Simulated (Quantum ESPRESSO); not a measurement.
## Band-structure run, with input and output: MnH₂O₂ (part 1 of 2)

MnH₂O₂ (5 atoms in the cell), computed with Kohn-Sham DFT of a periodic cell, LDA, GBRV 1.5 LDA, spin-polarised (Quantum ESPRESSO 7.5).

The structure derives from an entry of the Crystallography Open Database.

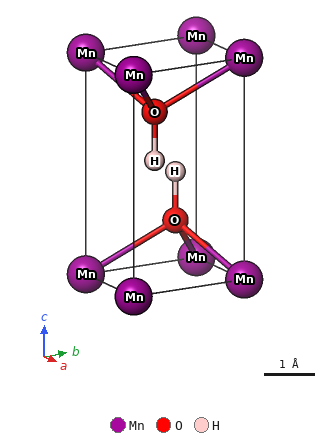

Fig. 1: The structure as given in the input (ball-and-stick view of the cell of the calculation, seen slightly off an axis). Near neighbours in the crystal (not all of them lie inside the picture): Mn has 6 O at 2.13 Å; O has 1 H at 0.99 Å and 3 Mn at 2.13 Å; H has 1 O at 0.99 Å.

Input file
```
&CONTROL
  calculation = 'scf'
  prefix = 'pwscf'
  outdir = './tmp'
  pseudo_dir = './pseudo'
  tprnfor = .true.
  tstress = .true.
  disk_io = 'low'
/
&SYSTEM
  ibrav = 0
  celldm(1) = 8
  nat = 5
  ntyp = 3
  ecutwfc = 45
  ecutrho = 360
  nbnd = 25
  occupations = 'smearing'
  smearing = 'fd'
  degauss = 0.00367493
  nspin = 2
  starting_magnetization(1) = 0.2667
  starting_magnetization(2) = 0
  starting_magnetization(3) = 0
/
&ELECTRONS
  conv_thr = 1d-09
  electron_maxstep = 120
  mixing_beta = 0.3
/
ATOMIC_SPECIES
Mn    54.9380 mn_lda_v1.5.uspp.F.UPF
O     15.9990 o_lda_v1.2.uspp.F.UPF
H      1.0080 h_lda_v1.4.uspp.F.UPF
CELL_PARAMETERS alat
  0.7677012381292   0.0000000000000   0.0000000000000
 -0.3838506190646   0.6648487747368   0.0000000000000
  0.0000000000000   0.0000000000000   1.0582466297904
ATOMIC_POSITIONS crystal
Mn     0.0000000000    0.0000000000    0.0000000000
O      0.6666666667    0.3333333333    0.7740000000
O      0.3333333333    0.6666666667    0.2260000000
H      0.6666666667    0.3333333333    0.5540000000
H      0.3333333333    0.6666666667    0.4460000000
K_POINTS automatic
9 9 6 0 0 0
```

File bands.in
```
&CONTROL
  calculation = 'bands'
  prefix = 'pwscf'
  outdir = './tmp'
  pseudo_dir = './pseudo'
  disk_io = 'low'
  verbosity = 'high'
/
&SYSTEM
  ibrav = 0
  celldm(1) = 8
  nat = 5
  ntyp = 3
  ecutwfc = 45
  ecutrho = 360
  nbnd = 25
  occupations = 'smearing'
  smearing = 'fd'
  degauss = 0.00367493
  nspin = 2
  starting_magnetization(1) = 0.2667
  starting_magnetization(2) = 0
  starting_magnetization(3) = 0
/
&ELECTRONS
  conv_thr = 1d-08
  electron_maxstep = 120
  mixing_beta = 0.3
  diago_full_acc = .true.
  startingwfc = 'random'
/
ATOMIC_SPECIES
Mn    54.9380 mn_lda_v1.5.uspp.F.UPF
O     15.9990 o_lda_v1.2.uspp.F.UPF
H      1.0080 h_lda_v1.4.uspp.F.UPF
CELL_PARAMETERS alat
  0.7677012381292   0.0000000000000   0.0000000000000
 -0.3838506190646   0.6648487747368   0.0000000000000
  0.0000000000000   0.0000000000000   1.0582466297904
ATOMIC_POSITIONS crystal
Mn     0.0000000000    0.0000000000    0.0000000000
O      0.6666666667    0.3333333333    0.7740000000
O      0.3333333333    0.6666666667    0.2260000000
H      0.6666666667    0.3333333333    0.5540000000
H      0.3333333333    0.6666666667    0.4460000000
K_POINTS crystal
60
 0.0000000000  0.0000000000  0.0000000000 1
 0.0714285714  0.0000000000  0.0000000000 1
 0.1428571429  0.0000000000  0.0000000000 1
 0.2142857143  0.0000000000  0.0000000000 1
 0.2857142857  0.0000000000  0.0000000000 1
 0.3571428571  0.0000000000  0.0000000000 1
 0.4285714286  0.0000000000  0.0000000000 1
 0.5000000000  0.0000000000  0.0000000000 1
 0.4583333333  0.0833333333  0.0000000000 1
 0.4166666667  0.1666666667  0.0000000000 1
 0.3750000000  0.2500000000  0.0000000000 1
 0.3333333333  0.3333333333  0.0000000000 1
 0.2962962963  0.2962962963  0.0000000000 1
 0.2592592593  0.2592592593  0.0000000000 1
 0.2222222222  0.2222222222  0.0000000000 1
 0.1851851852  0.1851851852  0.0000000000 1
 0.1481481481  0.1481481481  0.0000000000 1
 0.1111111111  0.1111111111  0.0000000000 1
 0.0740740741  0.0740740741  0.0000000000 1
 0.0370370370  0.0370370370  0.0000000000 1
 0.0000000000  0.0000000000  0.0000000000 1
 0.0000000000  0.0000000000  0.1250000000 1
 0.0000000000  0.0000000000  0.2500000000 1
 0.0000000000  0.0000000000  0.3750000000 1
 0.0000000000  0.0000000000  0.5000000000 1
 0.0625000000  0.0000000000  0.5000000000 1
 0.1250000000  0.0000000000  0.5000000000 1
 0.1875000000  0.0000000000  0.5000000000 1
 0.2500000000  0.0000000000  0.5000000000 1
 0.3125000000  0.0000000000  0.5000000000 1
 0.3750000000  0.0000000000  0.5000000000 1
 0.4375000000  0.0000000000  0.5000000000 1
 0.5000000000  0.0000000000  0.5000000000 1
 0.4583333333  0.0833333333  0.5000000000 1
 0.4166666667  0.1666666667  0.5000000000 1
 0.3750000000  0.2500000000  0.5000000000 1
 0.3333333333  0.3333333333  0.5000000000 1
 0.3000000000  0.3000000000  0.5000000000 1
 0.2666666667  0.2666666667  0.5000000000 1
 0.2333333333  0.2333333333  0.5000000000 1
 0.2000000000  0.2000000000  0.5000000000 1
 0.1666666667  0.1666666667  0.5000000000 1
 0.1333333333  0.1333333333  0.5000000000 1
 0.1000000000  0.1000000000  0.5000000000 1
 0.0666666667  0.0666666667  0.5000000000 1
 0.0333333333  0.0333333333  0.5000000000 1
 0.0000000000  0.0000000000  0.5000000000 1
 0.5000000000  0.0000000000  0.5000000000 1
 0.5000000000  0.0000000000  0.4000000000 1
 0.5000000000  0.0000000000  0.3000000000 1
 0.5000000000  0.0000000000  0.2000000000 1
 0.5000000000  0.0000000000  0.1000000000 1
 0.5000000000  0.0000000000  0.0000000000 1
 0.3333333333  0.3333333333  0.0000000000 1
 0.3333333333  0.3333333333  0.0833333333 1
 0.3333333333  0.3333333333  0.1666666667 1
 0.3333333333  0.3333333333  0.2500000000 1
 0.3333333333  0.3333333333  0.3333333333 1
 0.3333333333  0.3333333333  0.4166666667 1
 0.3333333333  0.3333333333  0.5000000000 1
```

Launch command:
```bash
OMP_NUM_THREADS=1 mpirun -n 2 pw.x -nk 2 -in pw.in > pw.out
OMP_NUM_THREADS=1 mpirun -n 2 pw.x -nk 2 -in bands.in > bands.out
```

Output
```
This program is part of the open-source Quantum ESPRESSO suite
     for quantum simulation of materials; please cite
         "P. Giannozzi et al., J. Phys.:Condens. Matter 21 395502 (2009);
         "P. Giannozzi et al., J. Phys.:Condens. Matter 29 465901 (2017);
         "P. Giannozzi et al., J. Chem. Phys. 152 154105 (2020);
          URL
     in publications or presentations arising from this work. More details at

     Message from routine setup:
     using ibrav=0 with symmetry is DISCOURAGED, use correct ibrav instead

     K-points division:     npool     =       2
     Subspace diagonalization in iterative solution of the eigenvalue problem:
     a serial algorithm will be used

     G-vector sticks info
     --------------------
     sticks:   dense  smooth     PW     G-vecs:    dense   smooth      PW
     Sum         931     463    151                31893    11251    1947

     Using Slab Decomposition

     bravais-lattice index     =            0
     lattice parameter (alat)  =       8.0000  a.u.
     unit-cell volume          =     276.5489 (a.u.)^3
     number of atoms/cell      =            5
     number of atomic types    =            3
     number of electrons       =        29.00
     number of Kohn-Sham states=           25
     kinetic-energy cutoff     =      45.0000  Ry
     charge density cutoff     =     360.0000  Ry
     scf convergence threshold =      1.0E-09
     mixing beta               =       0.3000
     number of iterations used =            8  plain     mixing
     Exchange-correlation=  SLA  PZ   NOGX NOGC
                           (   1   1   0   0   0   0   0)

     celldm(1)=   8.000000  celldm(2)=   0.000000  celldm(3)=   0.000000
     celldm(4)=   0.000000  celldm(5)=   0.000000  celldm(6)=   0.000000

     crystal axes: (cart. coord. in units of alat)
               a(1) = (   0.767701   0.000000   0.000000 )
               a(2) = (  -0.383851   0.664849   0.000000 )
               a(3) = (   0.000000   0.000000   1.058247 )

     reciprocal axes: (cart. coord. in units 2 pi/alat)
               b(1) = (  1.302590  0.752051 -0.000000 )
               b(2) = (  0.000000  1.504101  0.000000 )
               b(3) = (  0.000000 -0.000000  0.944959 )

     PseudoPot. # 1 for Mn read from file:
     mn_lda_v1.5.uspp.F.UPF
     Pseudo is Ultrasoft + core correction, Zval = 15.0
     Generated by new atomic code, or converted to UPF format
     Using radial grid of  859 points,  6 beta functions with:
                l(1) =   0
                l(2) =   0
                l(3) =   1
                l(4) =   1
                l(5) =   2
                l(6) =   2
     Q(r) pseudized with  8 coefficients,  rinner =    0.950   0.950   0.950
                                                       0.950   0.950

     PseudoPot. # 2 for O  read from file:
     o_lda_v1.2.uspp.F.UPF
     Pseudo is Ultrasoft + core correction, Zval =  6.0
     Generated by new atomic code, or converted to UPF format
     Using radial grid of  737 points,  5 beta functions with:
                l(1) =   0
                l(2) =   0
                l(3) =   1
                l(4) =   1
                l(5) =   2
     Q(r) pseudized with  8 coefficients,  rinner =    0.900   0.900   0.900
                                                       0.900   0.900

     PseudoPot. # 3 for H  read from file:
     h_lda_v1.4.uspp.F.UPF
     Pseudo is Ultrasoft, Zval =  1.0
     Generated by new atomic code, or converted to UPF format
     Using radial grid of  615 points,  2 beta functions with:
                l(1) =   0
                l(2) =   0
     Q(r) pseudized with  8 coefficients,  rinner =    0.700

     atomic species   valence    mass     pseudopotential
     Mn               15.00    54.93800     Mn( 1.00)
     O                 6.00    15.99900     O ( 1.00)
     H                 1.00     1.00800     H ( 1.00)

     Starting magnetic structure
     atomic species   magnetization
     Mn              0.267
     O               0.000
     H               0.000

     12 Sym. Ops., with inversion, found

   Cartesian axes

     site n.     atom                  positions (alat units)
         1        Mn     tau(   1) = (   0.0000000   0.0000000   0.0000000  )
         2        O      tau(   2) = (   0.3838506   0.2216163   0.8190829  )
         3        O      tau(   3) = (  -0.0000000   0.4432325   0.2391637  )
         4        H      tau(   4) = (   0.3838506   0.2216163   0.5862686  )
         5        H      tau(   5) = (  -0.0000000   0.4432325   0.4719780  )

     number of k points=    62  Fermi-Dirac smearing, width (Ry)=  0.0037
                       cart. coord. in units 2pi/alat
        k(    1) = (   0.0000000   0.0000000   0.0000000), wk =   0.0020576
        k(    2) = (   0.0000000   0.0000000   0.1574932), wk =   0.0041152
        k(    3) = (   0.0000000   0.0000000   0.3149864), wk =   0.0041152
        k(    4) = (   0.0000000   0.0000000  -0.4724797), wk =   0.0020576
        k(    5) = (   0.0000000   0.1671224   0.0000000), wk =   0.0123457
        k(    6) = (   0.0000000   0.1671224   0.1574932), wk =   0.0123457
        k(    7) = (   0.0000000   0.1671224   0.3149864), wk =   0.0123457
        k(    8) = (   0.0000000   0.1671224  -0.4724797), wk =   0.0123457
        k(    9) = (   0.0000000   0.3342448   0.0000000), wk =   0.0123457
        k(   10) = (   0.0000000   0.3342448   0.1574932), wk =   0.0123457
        k(   11) = (   0.0000000   0.3342448   0.3149864), wk =   0.0123457
        k(   12) = (   0.0000000   0.3342448  -0.4724797), wk =   0.0123457
        k(   13) = (   0.0000000   0.5013671   0.0000000), wk =   0.0123457
        k(   14) = (   0.0000000   0.5013671   0.1574932), wk =   0.0123457
        k(   15) = (   0.0000000   0.5013671   0.3149864), wk =   0.0123457
        k(   16) = (   0.0000000   0.5013671  -0.4724797), wk =   0.0123457
        k(   17) = (   0.0000000   0.6684895   0.0000000), wk =   0.0123457
        k(   18) = (   0.0000000   0.6684895   0.1574932), wk =   0.0123457
        k(   19) = (   0.0000000   0.6684895   0.3149864), wk =   0.0123457
        k(   20) = (   0.0000000   0.6684895  -0.4724797), wk =   0.0123457
        k(   21) = (   0.1447322   0.2506836   0.0000000), wk =   0.0123457
        k(   22) = (   0.1447322   0.2506836   0.1574932), wk =   0.0246914
        k(   23) = (   0.1447322   0.2506836   0.3149864), wk =   0.0246914
        k(   24) = (   0.1447322   0.2506836  -0.4724797), wk =   0.0123457
        k(   25) = (   0.1447322   0.4178060   0.0000000), wk =   0.0246914
        k(   26) = (   0.1447322   0.4178060   0.1574932), wk =   0.0246914
        k(   27) = (   0.1447322   0.4178060   0.3149864), wk =   0.0246914
        k(   28) = (   0.1447322   0.4178060  -0.4724797), wk =   0.0246914
        k(   29) = (   0.1447322   0.5849283   0.0000000), wk =   0.0246914
        k(   30) = (   0.1447322   0.5849283   0.1574932), wk =   0.0246914
        k(   31) = (   0.1447322   0.5849283   0.3149864), wk =   0.0246914
        k(   32) = (   0.1447322   0.5849283  -0.4724797), wk =   0.0246914
        k(   33) = (   0.1447322   0.7520507   0.0000000), wk =   0.0123457
        k(   34) = (   0.1447322   0.7520507   0.1574932), wk =   0.0246914
        k(   35) = (   0.1447322   0.7520507   0.3149864), wk =   0.0246914
        k(   36) = (   0.1447322   0.7520507  -0.4724797), wk =   0.0123457
        k(   37) = (   0.2894645   0.5013671   0.0000000), wk =   0.0123457
        k(   38) = (   0.2894645   0.5013671   0.1574932), wk =   0.0246914
        k(   39) = (   0.2894645   0.5013671   0.3149864), wk =   0.0246914
        k(   40) = (   0.2894645   0.5013671  -0.4724797), wk =   0.0123457
        k(   41) = (   0.2894645   0.6684895   0.0000000), wk =   0.0246914
        k(   42) = (   0.2894645   0.6684895   0.1574932), wk =   0.0246914
        k(   43) = (   0.2894645   0.6684895   0.3149864), wk =   0.0246914
        k(   44) = (   0.2894645   0.6684895  -0.4724797), wk =   0.0246914
        k(   45) = (   0.4341967   0.7520507   0.0000000), wk =   0.0041152
        k(   46) = (   0.4341967   0.7520507   0.1574932), wk =   0.0082305
        k(   47) = (   0.4341967   0.7520507   0.3149864), wk =   0.0082305
        k(   48) = (   0.4341967   0.7520507  -0.4724797), wk =   0.0041152
        k(   49) = (   0.0000000   0.1671224  -0.1574932), wk =   0.0123457
        k(   50) = (   0.0000000   0.1671224  -0.3149864), wk =   0.0123457
```
